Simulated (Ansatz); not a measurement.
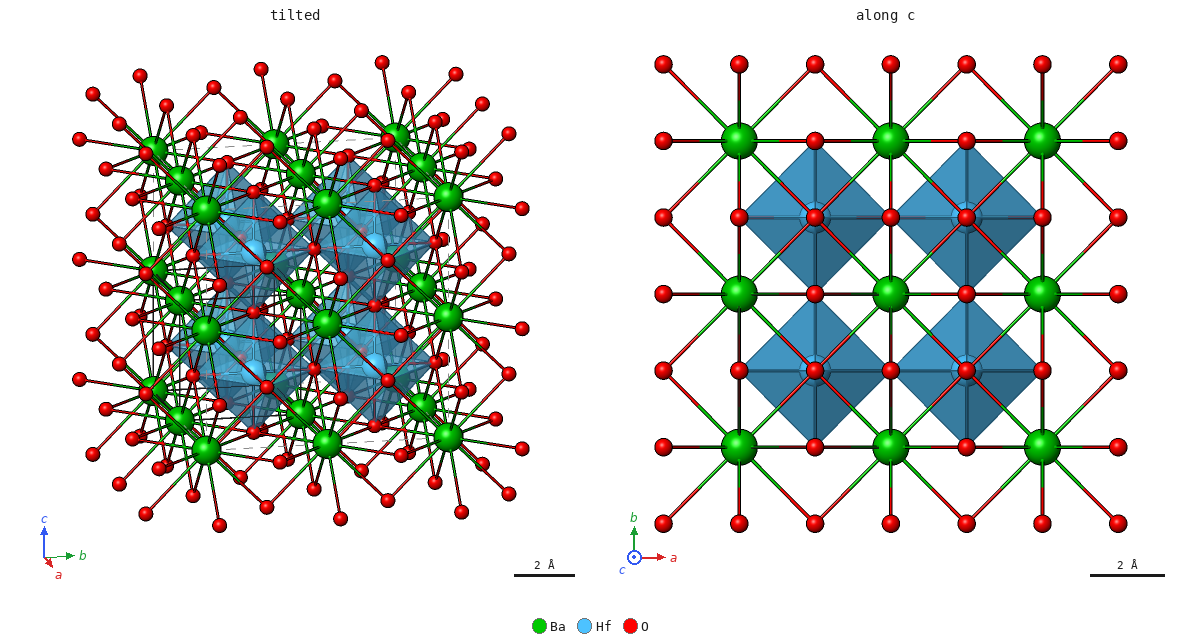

A polyhedral rendering, viewed slightly off an axis and along the c axis. The structure is repeated 2×2×2 times; solid lines mark one simulation cell. A few atoms beyond the faces are included.

Input deck:
```yaml
crystal:
  lattice:
    - [4.1352881831, 0.0, 0.0]
    - [0.0, 4.1770587708, 0.0]
    - [0.0, 0.0, 4.1770587708]
  atoms:
    - { symbol: Ba, position: [0.0, 0.0, 0.0] }
    - { symbol: Hf, position: [0.5, 0.5, 0.5] }
    - { symbol: O, position: [0.5, 0.5, 0.0] }
    - { symbol: O, position: [0.5, 0.0, 0.5] }
    - { symbol: O, position: [0.0, 0.5, 0.5] }
kpoints:
  mp_grid: { grid: [6, 6, 6] }
  band_path:
    path: [[0.0, 0.0, 0.0], [0.0, 0.5, 0.0], [0.5, 0.5, 0.0], [0.5, 0.5, 0.5]]
    npoints: 1
hamiltonian:
  xc: r2scan
scf:
  occupations: { method: fixed }
  n_extra_bands: 5
output:
  forces: true
  stress: true
  eigenvalues: true
```
Run as:
```sh
ansatz run input.yaml --threads 2 --pin off --max-ram 2211MiB --backend cpu --events-out ev --progress --plain --runs-dir out
```

Theory: DFT, r2SCAN, plane waves, PAW (Ansatz). Numerical settings: 500 eV cutoff, a 6×6×6 grid in reciprocal space, no spin polarisation.

Is the electronic structure metallic or gapped?

Answer. An insulator at this level, with a gap of 4.17 eV, indirect; the smallest direct gap is 4.27 eV.

What is the pressure at this volume?

Answer. The computed pressure is 1.8 GPa (compressed: it would expand). The stress isn't hydrostatic: its largest component is 3.6 GPa.

Its origin is a structure type filled with these elements by a generator (whether the compound takes this form wasn't checked). The cell was then strained or its atoms displaced on purpose. A calculation with Ansatz used it as input.
